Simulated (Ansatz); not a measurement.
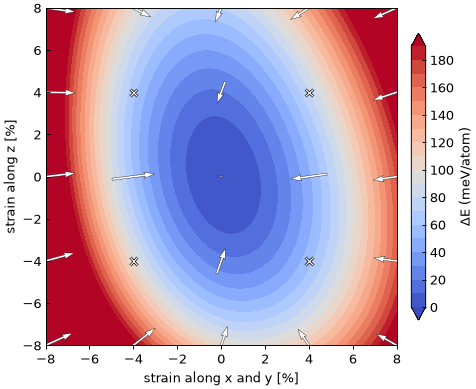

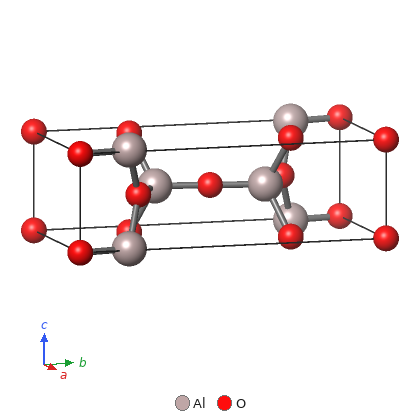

Energy landscape of Al₂O₃ (Pnnm, No. 58; 10 atoms in the cell). The cell is strained homogeneously, by one strain along x and y and another along z, with fractional coordinates fixed (x along [1 0 0], z along [0 0 1] of the conventional cell). Coordinates scanned: (1) strain along x and y; (2) strain along z. Grid: 5 × 5 points. At 4 points there is no value. Energies are in meV/atom, from the lowest grid point. The calculation used Ansatz 0.2.0, DFT PBE, scalar-relativistic, plane waves, PAW. Settings: cutoff 420 eV, k-mesh 6×4×8 in the order of the run's cell vectors, gaussian smearing 0.05 eV, no spin polarisation.

In the figure: filled contours, crosses at grid points without a value, arrows along the force (downhill), their lengths compressed, one colour for all values above the top of the scale. Between grid points the surface is interpolated. The second picture is the structure at the lowest point

### What does the map say about the system?

The lowest grid point is at strain along x and y = 0 %, strain along z = 0 %. No other kind of well shows on this grid. The highest grid point, strain along x and y = −8 %, strain along z = −8 %, lies 454 meV/atom above the lowest. Round the minimum the valley is somewhat tilted: raising strain along x and y shifts the best value of strain along z downwards (coupling k₁₂/√(k₁₁k₂₂) about 0.2). The gap on the k-mesh is 3.4 eV at the lowest point and runs from 1.6 to 4.7 eV over the map.
